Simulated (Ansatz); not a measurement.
The structure in question:

```cif
data_structure
_symmetry_space_group_name_H-M 'P 1'
_symmetry_Int_Tables_number 1
_cell_length_a 4.9451
_cell_length_b 4.9451
_cell_length_c 4.9451
_cell_angle_alpha 90.000
_cell_angle_beta 90.000
_cell_angle_gamma 90.000
_cell_volume 120.93
loop_
_atom_site_label
_atom_site_type_symbol
_atom_site_fract_x
_atom_site_fract_y
_atom_site_fract_z
_atom_site_occupancy
Mo1 Mo 0.00000 0.00000 0.00000 1
Se1 Se 0.00000 0.00000 0.50000 1
Se2 Se 0.00000 0.50000 0.00000 1
Se3 Se 0.50000 0.00000 0.00000 1
```

What does this file describe?

Answer. The solid is MoSe3. Space group Pm-3m (No. 221), lattice primitive cubic. In terms of structure types, this is ReO₃ type. The cell comprises 1 formula unit: 1 Mo, 3 Se. The Mo atoms are each bonded to six Se in an octahedral arrangement at 2.47 Å. Each Se has two Mo in a linear arrangement at 2.47 Å. The bonds build a three-dimensional framework.

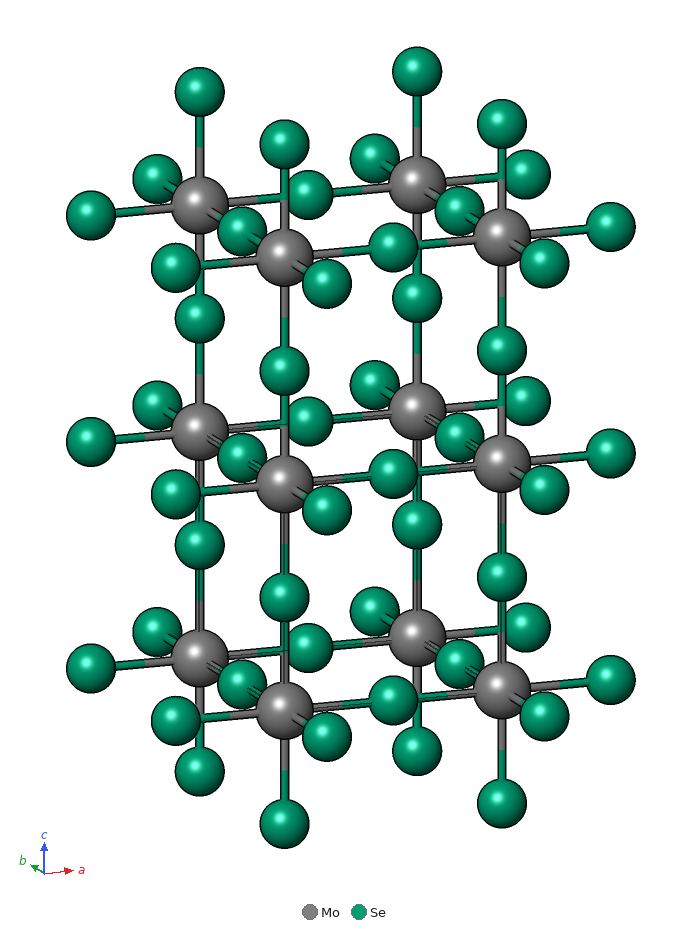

View slightly off an axis, drawn as a ball-and-stick model. The solid frame is a single conventional unit cell within a 1×1×2 block. Atoms of adjacent cells appear where they bond to atoms in the box. Colours: molybdenum grey, selenium teal.

The cell started as a structure listed in the Materials Project, with elements exchanged, so it need not be a known form of the compound. Relaxation method: DFT PBE+U, scalar-relativistic, plane waves, PAW in Ansatz 0.2.0.
